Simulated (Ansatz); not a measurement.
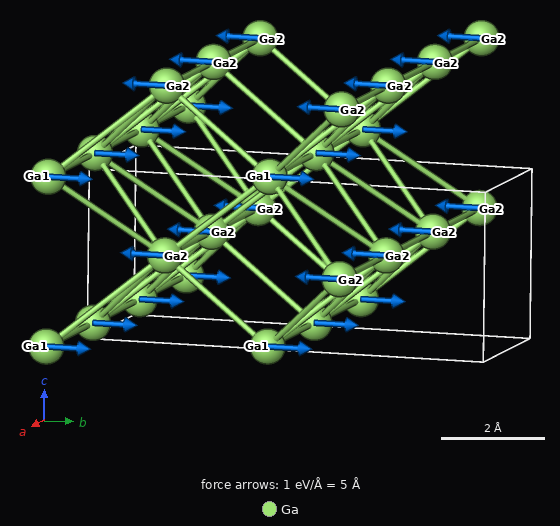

A changed version of solid Ga (set up in C2/c), with the computed forces as blue arrows. Besides, the cell is strained by 0.0 % along c and +1.0 % across it (volume +2.0 %). A ball-and-stick model of the conventional cell (2 times the calculation's cell), repeated 3 × 1 × 2 with one cell outlined, seen slightly off an axis. Lengths and directions refer to the drawn axes.

These are results of Ansatz, DFT, PBE, PAW with Ansatz's default frozen-core files, scalar-relativistic, not measurements. Set-up: plane-wave cutoff 420 eV; k-point mesh 14 × 14 × 11; occupations fermi dirac; smearing width 0.03 eV; no spin polarisation.

Question: Describe the distortion and the response.

Answer: The atoms keep their fractional coordinates. No relaxation follows. It lowers the energy by 2.8 meV per atom. Pressure: 1.7 GPa before, 0.6 GPa after. The principal stresses (compression positive) are 0.7 GPa along a and 0.6 GPa across it. The largest forces, 0.19 eV/Å, act on Ga1 and Ga2; on Ga1 it points along +b. Some distances before and after: Ga–Ga 2.766 → 2.794 Å, Ga–Ga 2.920 → 2.939 Å, Ga–Ga 2.863 → 2.882 Å, Ga–Ga 2.688 → 2.705 Å. The space group stays C2/c (No. 15).
